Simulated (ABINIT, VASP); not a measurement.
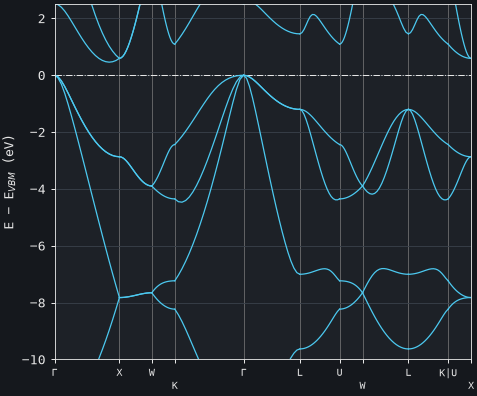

Band structure. Energies are counted from the top of the valence band.

**Which of these calculations gave it?**
A. diamond-type Si, space group Fd-3m (No. 227), 2 atoms in the primitive cell (cubic a = 5.436 Å); PBEsol
B. CdI2-type ZrS2, space group P-3m1, 3 atoms in the cell (a = 3.691 Å, c = 6.041 Å (hexagonal axes)); TB-mBJ
C. cubic perovskite-type BaZrO3, space group Pm-3m (No. 221), 5 atoms in the cell (cubic a = 4.191 Å); BLYP

A. The material is gapped. The gap along this path is 0.46 eV and indirect, from the valence-band top at Γ to the conduction-band bottom between Γ and X; the smallest direct gap is 2.52 eV, at Γ. Three bands meet at the valence-band top at Γ: it is triply degenerate (spin aside). The direct gaps are 3.46 eV at X, 2.66 eV at L and 3.53 eV at K. A face-centred cubic lattice: the path Γ–X–W–K–Γ–L–U–W–L–K|U–X runs through the special points of its Brillouin zone.

Level of theory: PBEsol, VASP PAW PBE potentials, release 64 (Si), no spin polarisation, no spin-orbit coupling, 10×10×10 k mesh, 520 eV cutoff; code VASP 6.6.1.

The PAW data sets were made with another functional. LDA, GGA and most meta-GGA functionals understate gaps. The cell was built from a pattern and not relaxed, so its bond lengths can be off.
